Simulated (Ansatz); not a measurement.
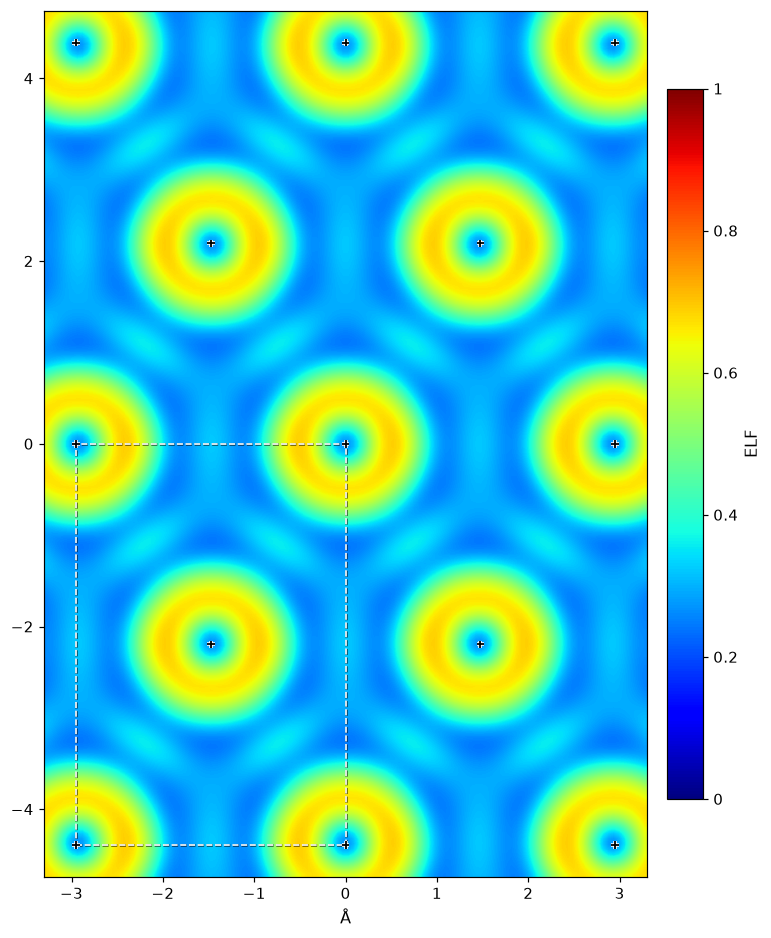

The ELF on a plane through atoms (crosses mark nuclei in the plane).

The calculation used Ansatz 0.2.0, DFT r2SCAN, scalar-relativistic, plane waves, PAW.

Candidates:
A. TaN, a = 2.88 Å, b = 2.88 Å, c = 2.94 Å, α = 90.00°, β = 118.05°, γ = 90.00°. Space group Pm; changed on purpose from its base cell (strain +0.0450 x Voigt [0, 0, 0, 0, 0, 1], atoms carried along).
B. Ir, a = 2.95 Å, b = 2.95 Å, c = 3.25 Å, α = 90.00°, β = 90.00°, γ = 90.00°. Space group I4/mmm; computed pressure about 11 GPa in this cell; computed without spin polarisation.

> Which candidate gave the map?

Candidate B: Ir on the (011̄) plane of the conventional cell, which holds Ir. Ir–Ir (2.64 Å): the ELF is about 0.35 at the midpoint. Ir–Ir (2.95 Å): the ELF is about 0.30 at the midpoint: no localised pair shows between them.
